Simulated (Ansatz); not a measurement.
Si$_{7}$O$_{16}$ (charge +2): single-point calculation (part 1 of 2)

System: Si$_{7}$O$_{16}$ (defect cell, 23 atoms in the cell, total charge +2).
Method: DFT, PBE, plane waves, PAW, spin-polarised (Ansatz 0.2.0).

The structure derives from a Materials Project entry. Figures and captions count atoms from 1; the log counts them from 0 in places.

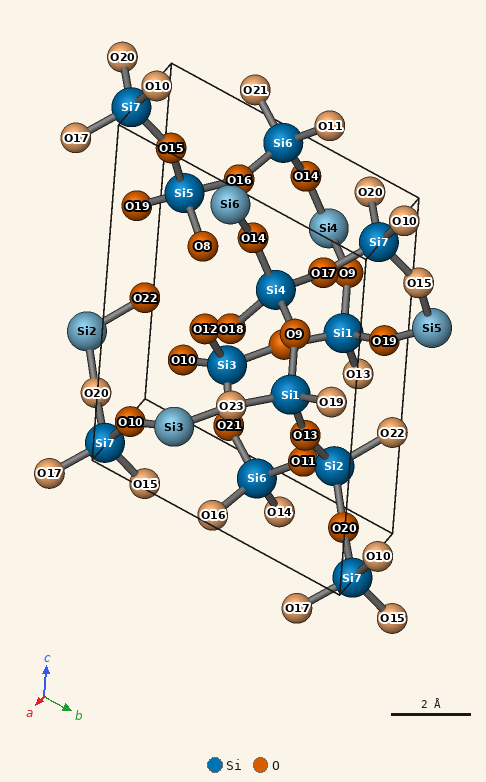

*The structure (ball-and-stick view of the cell of the calculation, seen slightly off an axis; neighbours outside the cell are drawn fainter; atoms are numbered from 1 in the order of the input). An atom can appear more than once, as a periodic image.*

Near neighbours in the periodic cell (some may lie outside the picture): Si has 4 O at 1.61 to 1.71 Å; O has 1 Si at 1.70 to 1.71 Å; O has 2 Si at 1.61 to 1.64 Å.

**Input**
```yaml
crystal:
  lattice:
    - [-5.0832710556, -5.0832710556, 0.0]
    - [-5.0832710556, 5.0832710556, 0.0]
    - [5.0832710556, 0.0, -7.0988987737]
  atoms:
    - { symbol: Si, position: [0.0249510982, 0.7533279628, 0.5029705975] }
    - { symbol: Si, position: [0.6056843041, 0.8672190699, 0.2586796303] }
    - { symbol: Si, position: [0.135314586, 0.332425981, 0.2583914779] }
    - { symbol: Si, position: [0.8538047457, 0.6324216598, 0.7351910773] }
    - { symbol: Si, position: [0.384795005, 0.1617267253, 0.7484531217] }
    - { symbol: Si, position: [0.2140869849, 0.4973867524, 1.001590182] }
    - { symbol: Si, position: [0.7217461769, 0.9924978306, 0.9979942996] }
    - { symbol: O, position: [0.4872948812, 0.2684781268, 0.651608701], spin: 0.25 }
    - { symbol: O, position: [-0.0111057731, 0.7456870474, 0.6737925146] }
    - { symbol: O, position: [0.9548246612, 0.1274816458, 0.158364703] }
    - { symbol: O, position: [0.3904623694, 0.7052956547, 0.1685408924] }
    - { symbol: O, position: [0.3626805416, 0.2780896744, 0.3864188081], spin: 0.25 }
    - { symbol: O, position: [0.8110245122, 0.7826293392, 0.354169528] }
    - { symbol: O, position: [-0.0008814309, 0.5553195532, 0.8858791549] }
    - { symbol: O, position: [0.5831808774, 0.1330688787, 0.90767921] }
    - { symbol: O, position: [0.2886445377, 0.3512154386, 0.8469502099] }
    - { symbol: O, position: [0.7242685613, 0.7871656526, 0.8247439096] }
    - { symbol: O, position: [0.6976753217, 0.4399753992, 0.5135502462], spin: 0.25 }
    - { symbol: O, position: [0.2134835661, 0.9491551981, 0.594008736] }
    - { symbol: O, position: [0.6091738989, 0.9215744202, 0.0984233346] }
    - { symbol: O, position: [0.1671825745, 0.3635924801, 0.0971434989] }
    - { symbol: O, position: [0.6286555994, 0.0855058536, 0.4509009326], spin: 0.25 }
    - { symbol: O, position: [0.086604478, 0.5382317095, 0.3940946251] }
  host:
    lattice:
      - [5.0832710556, 0.0, 0.0]
      - [0.0, 5.0832710556, 0.0]
      - [0.0, 0.0, 7.0988987737]
    atoms:
      - { symbol: Si, position: [0.7060628818, 0.7060628818, 0.5] }
      - { symbol: Si, position: [0.7939371182, 0.2060628818, 0.75] }
      - { symbol: Si, position: [0.2060628818, 0.7939371182, 0.25] }
      - { symbol: Si, position: [0.2939371182, 0.2939371182, 0.0] }
      - { symbol: O, position: [0.9063931383, 0.7588500267, 0.3257041566] }
      - { symbol: O, position: [0.0936068617, 0.2411499733, 0.8257041566] }
      - { symbol: O, position: [0.7588500267, 0.9063931383, 0.6742958434] }
      - { symbol: O, position: [0.2588500267, 0.5936068617, 0.0757041566] }
      - { symbol: O, position: [0.2411499733, 0.0936068617, 0.1742958434] }
      - { symbol: O, position: [0.4063931383, 0.7411499733, 0.4242958434] }
      - { symbol: O, position: [0.5936068617, 0.2588500267, 0.9242958434] }
      - { symbol: O, position: [0.7411499733, 0.4063931383, 0.5757041566] }
total_charge: 2
basis:
  ecutwfc: 420
  xc_grid: 2
kpoints:
  mp_grid: { grid: [2, 2, 2], shift: [0.0, 0.0, 0.0] }
hamiltonian:
  xc: pbe
scf:
  occupations: { method: fermi_dirac, width: 0.05 }
output:
  forces: true
  eigenvalues: true
magnetization:
  spin_polarized: true
```

Launched with:
```bash
ansatz run input.yaml --threads 4 --pin off --max-ram 10240MiB --backend cpu --events-out ev --progress --plain --runs-dir out
```

**The program's output**
```
Engine: ansatz 0.2.0, x86_64-unknown-linux-gnu
Pseudopotentials: kind: paw
Pseudopotential: Si, paw, valence charge 4, recommended cutoff 420 eV (normal), Si.paw.azcp
Pseudopotential: O, paw, valence charge 6, recommended cutoff 420 eV (normal), O.paw.azcp
Functional definition: PBE
  parameter kappa = 0.804
  parameter beta = 0.06672455060314922
  exchange = pbe_x(kappa = kappa, mu = beta*pi^2/3)
  correlation = pbe_c(beta = beta)
Crystal: 23 atoms, lattice volume = 366.866 Å³
Basis set: ecut = 420 eV, 7143 PW (Γ), exchange–correlation on 100×100×120 points (8 copies of the dense FFT grid, shifted against one another)
Bands: 85, of which v1, the nominal top of the filled ones, is band 61 counted from 1 (60 counted from 0)
Symmetry: 1 space group operations
Space group: P1 (ITA 1), of the structure as read, at distance tolerance 7.2e-5 Å
Magnetic group: BNS 1.1 (UNI 1), of the structure as read, at distance tolerance 7.2e-5 Å
k-points: 8
Non-local potential: Si, projectors of the file, l = 0: 2, l = 1: 2, l = 2: 2
Non-local potential: O, projectors of the file, l = 0: 2, l = 1: 2, l = 2: 1
PAW form: soft (Blöchl's): semilocal exchange-correlation on the pseudo side does not see the compensation charge
PAW one-centre angular grid: Si, 110 points (default); XC on 64 Gauss nodes
PAW one-centre angular grid: O, 110 points (default); XC on 64 Gauss nodes
Initial density: superposition of atomic densities (chi_scale 0.1, normalization cell, long waves kept (reshape's long-wave potential 0.28 eV rms))
Starting moments: Σ|m| = 1 μB on 4 of 23 sites
Initial wavefunctions: pseudopotential atomic-orbital guess
Functional: x = pbe(κ = 0.804, μ = 0.2195149727645171), c = pbe(β = 0.06672455060314922)
SCF iter   1: F=—  HF=-13561.883675 eV  |F-HF|=—  |Δ(HF+E_count)|=         —  Δρ=7.35e-2 (↑7.35e-2 ↓7.35e-2)  dr2=7.59e1  dr2_m=4.37e-1  M=1.705 μB ∫|m|=1.713 μB  β_m=0.30  ethr=3.10e-3  ⟨swp⟩=6.1  Hψ=5894  notcnv=0  defer=80
preconditioner: auto → none  [metal: Δε(μ)=0.058 eV  Ē_g=16.817 eV  σ=0.050 eV  W_gap=0.28  n_scr=68 (ndim 8)  ℏωp=21.4 eV  f_vac=0.170  D(μ)=13.56/eV (n_scr^D=104)  sad-step TF]
SCF iter   2: F=—  HF=-13546.620699 eV  |F-HF|=—  |Δ(HF+E_count)|=    1.53e1  Δρ=4.87e-2 (↑4.37e-2 ↓4.87e-2)  dr2=2.98e1  dr2_m=1.58e0  M=3.428 μB ∫|m|=3.431 μB  β_m=1.00  ethr=3.10e-3  ⟨swp⟩=3.0  Hψ=2732  notcnv=0  defer=266
SCF iter   3: F=—  HF=-13554.634877 eV  |F-HF|=—  |Δ(HF+E_count)|=    8.01e0  Δρ=9.39e-2 (↑7.65e-2 ↓9.39e-2)  dr2=1.54e2  dr2_m=2.32e0  M=0.159 μB ∫|m|=0.670 μB  β_m=0.30  ethr=3.10e-3  ⟨swp⟩=4.0  Hψ=2825  notcnv=0  defer=258
SCF iter   4: F=—  HF=-13544.965761 eV  |F-HF|=—  |Δ(HF+E_count)|=    9.67e0  Δρ=6.11e-2 (↑4.41e-2 ↓6.11e-2)  dr2=5.94e1  dr2_m=7.24e-1  M=0.604 μB ∫|m|=1.466 μB  β_m=0.30  ethr=3.10e-3  ⟨swp⟩=3.0  Hψ=2655  notcnv=0  defer=290
SCF iter   5: F=—  HF=-13541.546938 eV  |F-HF|=—  |Δ(HF+E_count)|=    3.42e0  Δρ=2.84e-2 (↑1.99e-2 ↓2.84e-2)  dr2=7.65e0  dr2_m=4.32e-1  M=2.650 μB ∫|m|=2.718 μB  β_m=0.30  ethr=3.10e-3  ⟨swp⟩=3.2  Hψ=2366  notcnv=0  defer=260
SCF iter   6: F=—  HF=-13542.353078 eV  |F-HF|=—  |Δ(HF+E_count)|=   8.06e-1  Δρ=3.30e-2 (↑1.70e-2 ↓3.30e-2)  dr2=9.06e0  dr2_m=1.04e0  M=3.971 μB ∫|m|=3.991 μB  β_m=1.00  ethr=3.10e-3  ⟨swp⟩=2.8  Hψ=1815  notcnv=0  defer=258
SCF iter   7: F=—  HF=-13541.735752 eV  |F-HF|=—  |Δ(HF+E_count)|=   6.17e-1  Δρ=1.88e-2 (↑1.41e-2 ↓1.88e-2)  dr2=4.87e0  dr2_m=1.73e-1  M=4.121 μB ∫|m|=4.232 μB  β_m=1.00  ethr=3.10e-3  ⟨swp⟩=2.8  Hψ=1993  notcnv=0  defer=260
SCF iter   8: F=—  HF=-13541.787704 eV  |F-HF|=—  |Δ(HF+E_count)|=   5.20e-2  Δρ=1.55e-2 (↑1.19e-2 ↓1.55e-2)  dr2=3.14e0  dr2_m=1.81e-1  M=4.567 μB ∫|m|=4.717 μB  β_m=0.30  ethr=3.10e-3  ⟨swp⟩=2.1  Hψ=1436  notcnv=0  defer=260
SCF iter   9: F=—  HF=-13541.672513 eV  |F-HF|=—  |Δ(HF+E_count)|=   1.15e-1  Δρ=7.05e-3 (↑5.20e-3 ↓7.05e-3)  dr2=3.56e-1  dr2_m=6.04e-2  M=4.456 μB ∫|m|=4.607 μB  β_m=0.30  ethr=2.57e-3  ⟨swp⟩=2.0  Hψ=1405  notcnv=0  defer=261
SCF iter  10: F=—  HF=-13541.703666 eV  |F-HF|=—  |Δ(HF+E_count)|=   3.12e-2  Δρ=6.27e-3 (↑6.27e-3 ↓5.41e-3)  dr2=7.07e-2  dr2_m=9.75e-2  M=4.655 μB ∫|m|=4.787 μB  β_m=0.30  ethr=2.92e-4  ⟨swp⟩=2.8  Hψ=1469  notcnv=0  defer=264
SCF iter  11: F=—  HF=-13541.751189 eV  |F-HF|=—  |Δ(HF+E_count)|=   4.75e-2  Δρ=6.08e-3 (↑3.93e-3 ↓6.08e-3)  dr2=6.17e-2  dr2_m=7.53e-2  M=4.656 μB ∫|m|=4.802 μB  β_m=0.30  ethr=5.79e-5  ⟨swp⟩=2.6  Hψ=1834  notcnv=0  defer=264
SCF iter  12: F=—  HF=-13541.783456 eV  |F-HF|=—  |Δ(HF+E_count)|=   3.23e-2  Δρ=5.38e-3 (↑5.38e-3 ↓4.16e-3)  dr2=5.52e-2  dr2_m=6.63e-2  M=4.874 μB ∫|m|=4.991 μB  β_m=0.30  ethr=5.06e-5  ⟨swp⟩=2.4  Hψ=1692  notcnv=0  defer=261
SCF iter  13: F=—  HF=-13541.803562 eV  |F-HF|=—  |Δ(HF+E_count)|=   2.01e-2  Δρ=4.84e-3 (↑3.79e-3 ↓4.84e-3)  dr2=1.32e-2  dr2_m=5.98e-2  M=4.934 μB ∫|m|=5.057 μB  β_m=0.30  ethr=4.53e-5  ⟨swp⟩=1.5  Hψ=1175  notcnv=0  defer=261
SCF iter  14: F=—  HF=-13541.820760 eV  |F-HF|=—  |Δ(HF+E_count)|=   1.72e-2  Δρ=3.99e-3 (↑3.99e-3 ↓3.75e-3)  dr2=4.42e-3  dr2_m=4.78e-2  M=5.054 μB ∫|m|=5.169 μB  β_m=0.30  ethr=1.08e-5  ⟨swp⟩=2.3  Hψ=1867  notcnv=0  defer=261
Mixer restart at iter 14: flushing history
spin-set hold released at iteration 14 (site moments contracting): the magnetisation degrees of freedom join the quasi-Newton model from the next iteration; the mixer history was flushed
SCF iter  15: F=—  HF=-13541.835603 eV  |F-HF|=—  |Δ(HF+E_count)|=   1.48e-2  Δρ=4.88e-3 (↑3.04e-3 ↓4.88e-3)  dr2=3.18e-2  dr2_m=4.96e-2  M=5.138 μB ∫|m|=5.255 μB  β_m=0.65  ethr=3.62e-6  ⟨swp⟩=2.2  Hψ=2011  notcnv=0  defer=261
SCF iter  16: F=—  HF=-13541.877237 eV  |F-HF|=—  |Δ(HF+E_count)|=   4.16e-2  Δρ=4.67e-3 (↑4.47e-3 ↓4.67e-3)  dr2=3.41e-1  dr2_m=1.95e-2  M=5.289 μB ∫|m|=5.407 μB  β_m=0.18  ethr=3.62e-6  ⟨swp⟩=3.1  Hψ=2633  notcnv=0  defer=261  recentre
SCF iter  17: F=—  HF=-13541.860050 eV  |F-HF|=—  |Δ(HF+E_count)|=   1.72e-2  Δρ=3.44e-3 (↑2.80e-3 ↓3.44e-3)  dr2=3.36e-2  dr2_m=2.60e-2  M=5.360 μB ∫|m|=5.479 μB  β_m=0.18  ethr=3.62e-6  ⟨swp⟩=2.4  Hψ=2423  notcnv=0  defer=261
SCF iter  18: F=—  HF=-13541.872074 eV  |F-HF|=—  |Δ(HF+E_count)|=   1.20e-2  Δρ=1.36e-3 (↑1.35e-3 ↓1.36e-3)  dr2=3.86e-3  dr2_m=5.02e-3  M=5.580 μB ∫|m|=5.716 μB  β_m=0.31  ethr=3.62e-6  ⟨swp⟩=2.4  Hψ=2395  notcnv=0  defer=261
SCF iter  19: F=—  HF=-13541.873569 eV  |F-HF|=—  |Δ(HF+E_count)|=   1.49e-3  Δρ=1.49e-3 (↑9.10e-4 ↓1.49e-3)  dr2=6.88e-3  dr2_m=3.95e-3  M=5.653 μB ∫|m|=5.801 μB  β_m=0.34  ethr=3.17e-6  ⟨swp⟩=2.0  Hψ=1991  notcnv=0  defer=261
SCF iter  20: F=—  HF=-13541.874680 eV  |F-HF|=—  |Δ(HF+E_count)|=   1.11e-3  Δρ=9.35e-4 (↑8.30e-4 ↓9.35e-4)  dr2=2.63e-3  dr2_m=2.19e-3  M=5.643 μB ∫|m|=5.789 μB  β_m=0.43  ethr=3.17e-6  ⟨swp⟩=2.0  Hψ=1839  notcnv=0  defer=261
SCF iter  21: F=—  HF=-13541.875821 eV  |F-HF|=—  |Δ(HF+E_count)|=   1.14e-3  Δρ=9.89e-4 (↑8.59e-4 ↓9.89e-4)  dr2=7.76e-3  dr2_m=1.69e-3  M=5.680 μB ∫|m|=5.828 μB  β_m=0.36  ethr=2.15e-6  ⟨swp⟩=2.1  Hψ=1730  notcnv=0  defer=261
SCF iter  22: F=—  HF=-13541.876521 eV  |F-HF|=—  |Δ(HF+E_count)|=   7.00e-4  Δρ=6.94e-4 (↑3.06e-4 ↓6.94e-4)  dr2=3.02e-3  dr2_m=5.03e-4  M=5.722 μB ∫|m|=5.880 μB  β_m=0.32  ethr=2.15e-6  ⟨swp⟩=2.1  Hψ=1877  notcnv=0  defer=261
SCF iter  23: F=—  HF=-13541.876559 eV  |F-HF|=—  |Δ(HF+E_count)|=   3.85e-5  Δρ=2.86e-4 (↑2.58e-4 ↓2.86e-4)  dr2=3.24e-4  dr2_m=1.20e-4  M=5.779 μB ∫|m|=5.943 μB  β_m=0.42  ethr=2.15e-6  ⟨swp⟩=2.2  Hψ=1830  notcnv=0  defer=261
SCF iter  24: F=—  HF=-13541.876644 eV  |F-HF|=—  |Δ(HF+E_count)|=   8.48e-5  Δρ=3.91e-4 (↑1.28e-4 ↓3.91e-4)  dr2=8.34e-4  dr2_m=1.46e-4  M=5.773 μB ∫|m|=5.938 μB  β_m=0.38  ethr=2.65e-7  ⟨swp⟩=2.0  Hψ=1901  notcnv=0  defer=261
SCF iter  25: F=—  HF=-13541.876618 eV  |F-HF|=—  |Δ(HF+E_count)|=   2.53e-5  Δρ=2.72e-4 (↑1.05e-4 ↓2.72e-4)  dr2=3.61e-4  dr2_m=8.23e-5  M=5.779 μB ∫|m|=5.944 μB  β_m=0.42  ethr=2.65e-7  ⟨swp⟩=2.2  Hψ=1459  notcnv=0  defer=261
SCF iter  26: F=—  HF=-13541.876643 eV  |F-HF|=—  |Δ(HF+E_count)|=   2.46e-5  Δρ=2.05e-4 (↑7.47e-5 ↓2.05e-4)  dr2=2.40e-4  dr2_m=3.98e-5  M=5.788 μB ∫|m|=5.956 μB  β_m=0.34  ethr=2.65e-7  ⟨swp⟩=2.6  Hψ=1872  notcnv=0  defer=261
SCF iter  27: F=—  HF=-13541.876692 eV  |F-HF|=—  |Δ(HF+E_count)|=   4.94e-5  Δρ=3.13e-4 (↑9.19e-5 ↓3.13e-4)  dr2=8.14e-4  dr2_m=6.22e-5  M=5.799 μB ∫|m|=5.968 μB  β_m=0.23  ethr=1.97e-7  ⟨swp⟩=2.0  Hψ=1841  notcnv=0  defer=261  recentre
SCF iter  28: F=—  HF=-13541.876634 eV  |F-HF|=—  |Δ(HF+E_count)|=   5.85e-5  Δρ=7.58e-5 (↑3.03e-5 ↓7.58e-5)  dr2=1.90e-5  dr2_m=8.07e-6  M=5.796 μB ∫|m|=5.965 μB  β_m=0.20  ethr=1.97e-7  ⟨swp⟩=2.1  Hψ=1614  notcnv=0  defer=261
SCF iter  29: F=—  HF=-13541.876695 eV  |F-HF|=—  |Δ(HF+E_count)|=   6.15e-5  Δρ=3.44e-5 (↑2.36e-5 ↓3.44e-5)  dr2=1.72e-6  dr2_m=1.93e-6  M=5.797 μB ∫|m|=5.966 μB  β_m=0.41  ethr=1.55e-8  ⟨swp⟩=1.6  Hψ=1777  notcnv=0  defer=262
SCF iter  30: F=—  HF=-13541.876697 eV  |F-HF|=—  |Δ(HF+E_count)|=   1.31e-6  Δρ=2.66e-5 (↑1.13e-5 ↓2.66e-5)  dr2=4.93e-6  dr2_m=5.57e-7  M=5.796 μB ∫|m|=5.965 μB  β_m=0.41  ethr=1.41e-9  ⟨swp⟩=2.1  Hψ=1988  notcnv=0  defer=262
SCF iter  31: F=—  HF=-13541.876697 eV  |F-HF|=—  |Δ(HF+E_count)|=   9.26e-8  Δρ=1.77e-5 (↑7.26e-6 ↓1.77e-5)  dr2=2.30e-6  dr2_m=2.02e-7  M=5.797 μB ∫|m|=5.967 μB  β_m=0.31  ethr=1.41e-9  ⟨swp⟩=2.0  Hψ=1952  notcnv=0  defer=262
SCF iter  32: F=—  HF=-13541.876697 eV  |F-HF|=—  |Δ(HF+E_count)|=   4.79e-8  Δρ=1.75e-5 (↑5.34e-6 ↓1.75e-5)  dr2=2.30e-6  dr2_m=2.14e-7  M=5.798 μB ∫|m|=5.967 μB  β_m=0.23  ethr=1.41e-9  ⟨swp⟩=2.0  Hψ=1772  notcnv=0  defer=262
SCF iter  33: F=—  HF=-13541.876696 eV  |F-HF|=—  |Δ(HF+E_count)|=   1.95e-7  Δρ=4.95e-6 (↑2.72e-6 ↓4.95e-6)  dr2=7.41e-8  dr2_m=3.50e-8  M=5.797 μB ∫|m|=5.967 μB  β_m=0.24  ethr=8.20e-11  ⟨swp⟩=15.5  Hψ=8298  notcnv=0
SCF iter  34: F=—  HF=-13541.876696 eV  |F-HF|=—  |Δ(HF+E_count)|=   1.40e-8  Δρ=4.09e-6 (↑2.14e-6 ↓4.09e-6)  dr2=4.52e-8  dr2_m=2.33e-8  M=5.797 μB ∫|m|=5.967 μB  β_m=0.28  ethr=6.08e-11  ⟨swp⟩=3.0  Hψ=3220  notcnv=0
SCF iter  35: F=-13541.876696 eV  HF=-13541.876696 eV  |F-HF|=3.61e-8  |Δ(HF+E_count)|=   2.05e-8  Δρ=3.57e-6 (↑1.11e-6 ↓3.57e-6)  dr2=5.31e-8  dr2_m=1.33e-8  M=5.797 μB ∫|m|=5.967 μB  ethr=3.70e-11  ⟨swp⟩=3.0  Hψ=3242  notcnv=0
SCF 1 converged in 35 iterations: F = -13541.876696 eV  dr2 = 5.31e-8
  greatest PAW one-centre occupation: 0.893 electrons in one spin orbital (limit 2), on the O atom at site 11 (counted from 0), in its partial waves of l = 0
```
